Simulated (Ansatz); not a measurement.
Geometry optimisation.

```
crystal:
  lattice:
    - [0.0, 2.77, 2.77]
    - [2.77, 0.0, 2.77]
    - [2.77, 2.77, 0.0]
  atoms:
    - { symbol: Be, position: [0.0, 0.0, 0.0] }
    - { symbol: Te, position: [0.25, 0.25, 0.25] }
kpoints:
  mp_grid: { grid: [10, 10, 10] }
scf:
  occupations: { method: cold, width: 0.05 }
hamiltonian:
  xc: r2scan
  pseudopotentials: { kind: paw }
output:
  forces: true
  stress: true
  efg: { contact_densities: true }
relax:
  f_tol: 0.005
  max_steps: 80
  cell: {}
```

Launched with:
```bash
ansatz run input.yaml --threads 1 --pin off --max-ram 2048MiB --backend cpu --events-out ev --progress --plain --runs-dir out
```

Question: How does the optimisation go?

Answer: The optimisation met its thresholds at geometry 4, counting the start as the first. The energy fell by about 17 meV/atom from the first step to the last. All forces vanish by symmetry, so only the cell moves. The volume grows from 21.3 to 22.6 Å³ per atom (+6 %), overshooting to 23.1 at step 2.

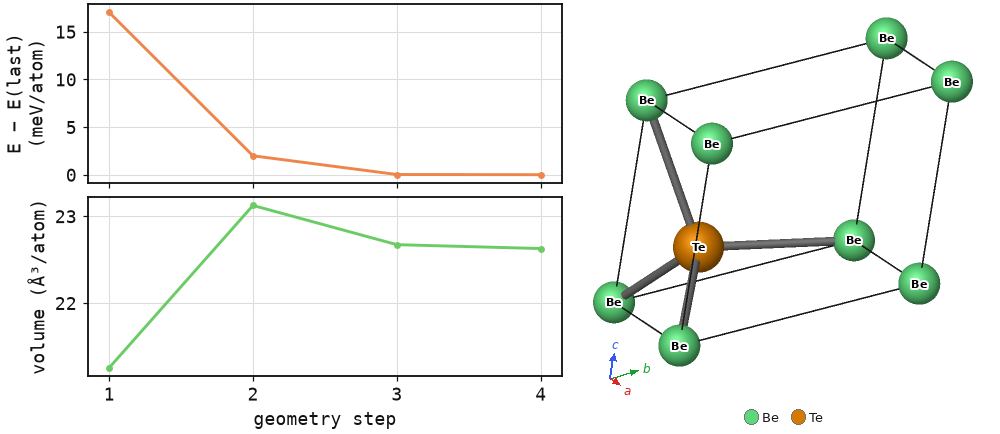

Beside the plot: the structure at the start.

History of the run, step by step. Atoms and cell relax. A closing SCF on a freshly chosen basis isn't drawn.
